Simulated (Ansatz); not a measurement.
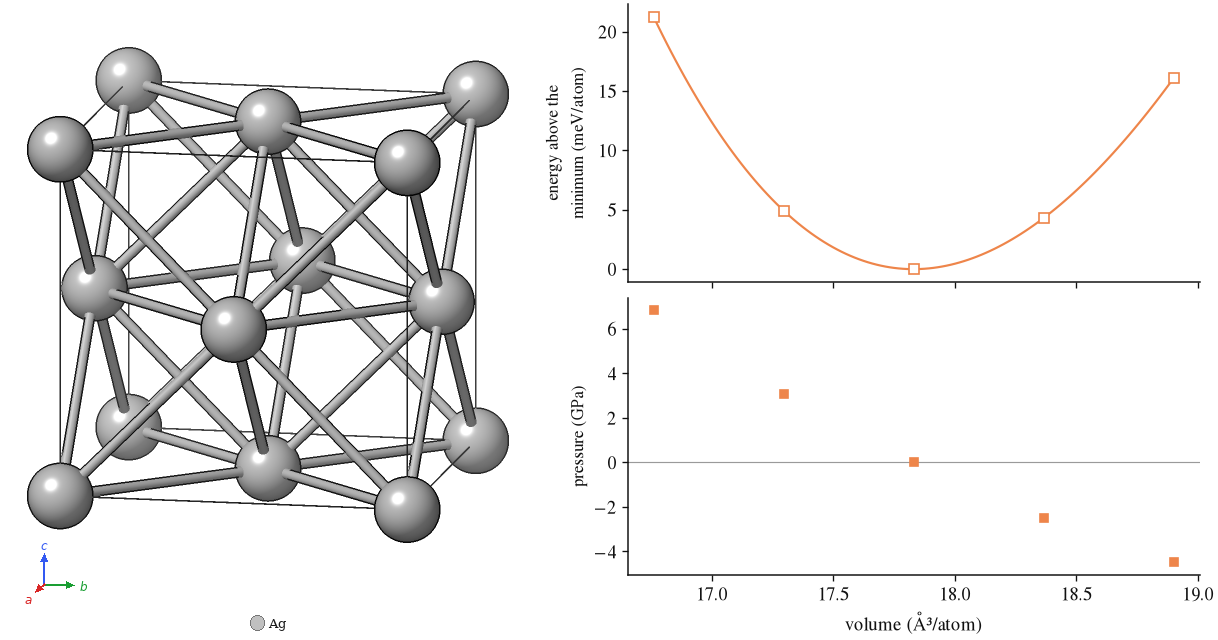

Caption: Energy above the minimum and pressure against volume for Ag, space group Fm-3m (No. 225). The conventional cell is drawn beside the plot.

A third-order Birch–Murnaghan fit gives V0 = 17.83 Å³/atom, B0 = 92 GPa and B′ = 6.0. The energy above the minimum is 21.2 meV/atom at volume 16.762 Å³/atom and 16.1 meV/atom at 18.902 Å³/atom; the lowest computed point is at volume 17.832 Å³/atom (0.0 meV/atom). The pressure falls from 6.83 GPa at volume 16.762 Å³/atom to −4.49 GPa at 18.902 Å³/atom, and changes sign near 17.83 Å³/atom. The solid is metallic at every point.

Computed with Ansatz 0.2.0: third-order Birch-Murnaghan fit to density functional energies at scaled volumes of the given relaxed cell, shape and atoms relaxed at each volume; energies count from the fitted minimum; plane waves with PAW datasets, Γ-centred k mesh. Level: PBE, no spin polarisation.

| setting | value |
| --- | --- |
| wave cutoff | 420 eV |
| k mesh | 18×18×18 |
| occupations | Gaussian |
| smearing width | 0.1 eV |

Structure:
```cif
data_structure
_symmetry_space_group_name_H-M 'P 1'
_symmetry_Int_Tables_number 1
_cell_length_a 2.9325
_cell_length_b 2.9325
_cell_length_c 2.9325
_cell_angle_alpha 60.000
_cell_angle_beta 60.000
_cell_angle_gamma 60.000
_cell_volume 17.83
loop_
_atom_site_label
_atom_site_type_symbol
_atom_site_fract_x
_atom_site_fract_y
_atom_site_fract_z
_atom_site_occupancy
Ag1 Ag 0.00000 0.00000 0.00000 1
```
